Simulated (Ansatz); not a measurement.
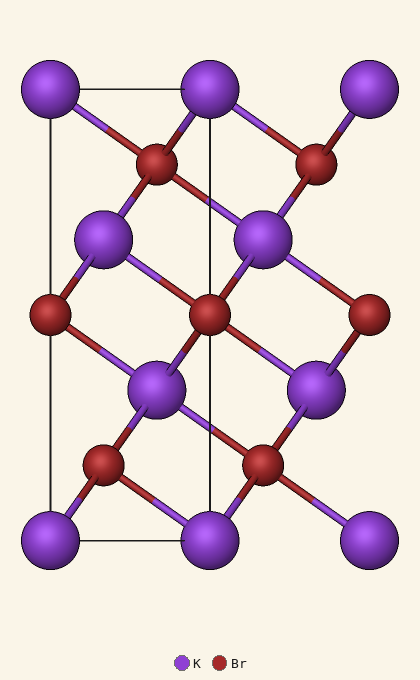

Projection along an edge of the hexagonal mesh, stacking direction [111] upwards. Every atom sits on one of the three columns of the mesh; call them A, B, C in the order in which they first turn up. The box is the hexagonal cell of the face-centred cubic lattice. The sequence starts with the first layer at or above the cell's origin.

KBr: the geometry relaxed with DFT, r2SCAN, plane waves, PAW in Ansatz 0.2.0.

> Give the sequence of layers in one repeat, with element and column.

K(A) – Br(B) – K(C) – Br(A) – K(B) – Br(C) (six layers in 11.44 Å).

> How are the Br layers alone stacked?

Br layers alone: BAC, the cubic close-packed type.

> Which positions between or in the Br layers do the other atoms fill?

K: three octahedral sites in each hexagonal cell.

Heights of the layers:

```
layer  atoms (column)  height (Å)  to next (Å)
    1            K(A)        0.00         1.91
    2           Br(B)        1.91         1.91
    3            K(C)        3.81         1.91
    4           Br(A)        5.72         1.91
    5            K(B)        7.63         1.91
    6           Br(C)        9.53         1.91
```
